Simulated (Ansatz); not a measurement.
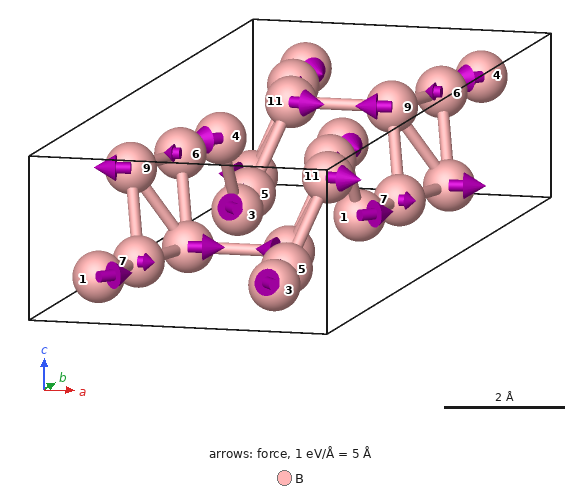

Starting geometry of solid B (a generated structure, set up in Cmcm) with the computed forces as purple arrows. Style: ball-and-stick. Shown: the conventional cell (2 times the calculation's cell), slightly off an axis. Lengths and directions refer to the drawn axes.

Method: DFT PBE, scalar-relativistic, plane waves, PAW in Ansatz 0.2.0.

The input:
```yaml
crystal:
  lattice:
    - [2.5840295429, -7.0110036465, 0.0]
    - [2.5840295429, 7.0110036465, 0.0]
    - [0.0, 0.0, 2.784003567]
  atoms:
    - { symbol: B, position: [0.1667416831, 0.2431242462, 0.25] }
    - { symbol: B, position: [0.2431242462, 0.1667416831, 0.75] }
    - { symbol: B, position: [0.7568757538, 0.8332583169, 0.25] }
    - { symbol: B, position: [0.8332583169, 0.7568757538, 0.75] }
    - { symbol: B, position: [0.5939856248, 0.9032816358, 0.25] }
    - { symbol: B, position: [0.9032816358, 0.5939856248, 0.75] }
    - { symbol: B, position: [0.0967183642, 0.4060143752, 0.25] }
    - { symbol: B, position: [0.4060143752, 0.0967183642, 0.75] }
    - { symbol: B, position: [0.939350912, 0.3988312929, 0.75] }
    - { symbol: B, position: [0.3988312929, 0.939350912, 0.25] }
    - { symbol: B, position: [0.6011687071, 0.060649088, 0.75] }
    - { symbol: B, position: [0.060649088, 0.6011687071, 0.25] }
basis:
  ecutwfc: 420
kpoints:
  mp_grid: { grid: [8, 8, 14] }
hamiltonian:
  xc: pbe
scf:
  occupations: { method: gaussian, width: 0.1 }
output:
  forces: true
  stress: true
  eigenvalues: true
relax:
  adjacent_minimum: "off"
  f_tol: 0.01
  max_steps: 80
  cell: { stress_tol: 0.05 }
```

Command:
```bash
ansatz run input.yaml --threads 1 --pin off --max-ram 2560MiB --backend cpu --events-out ev --progress --plain --runs-dir out
```

Question: Is this structure relaxed? If not, where do the atoms go?

Answer: It isn't relaxed: the largest force vector, on B atoms, is 0.14 eV/Å. The final displacements follow the starting forces only in part (cosine between the two patterns 0.50). The largest moves relative to the cell, 0.090 Å, are those of B5, B6, B7 and B8. B6 goes along −a. Cell: a 5.168 → 5.084 Å (−1.6 %), b 14.022 → 14.011 Å (−0.1 %), c 2.784 → 2.783 Å (0.0 %). Volume −1.7 %. Near-neighbour distances that change, for instance: B10–B12 1.748 → 1.736 Å, B1–B2 1.756 → 1.762 Å, B10–B11 1.720 → 1.725 Å. Bond angles that change, for instance: B2–B8–B11 174.1° → 178.5°, B5–B10–B12 104.2° → 100.5°, B8–B10–B12 103.7° → 106.2°. The space group stays Cmcm (No. 63). Over 9 accepted moves (13 points after the start) the energy falls by 21.9 meV per cell of the calculation. The largest force component goes from 0.12 to 0.0015 eV/Å. Pressure: 0.11 GPa at the start and 0.00 GPa at the end. The line search rejected the trial steps at points 4, 7 of the run. The SCF was repeated twice at an unchanged geometry on a basis and grid sized afresh for the cell, which shifted the energy by 2.8 meV per cell of the calculation at most. The run took 6.8 min on 1 thread of Arm Neoverse V1, on a shared host, peak memory 0.65 GiB.
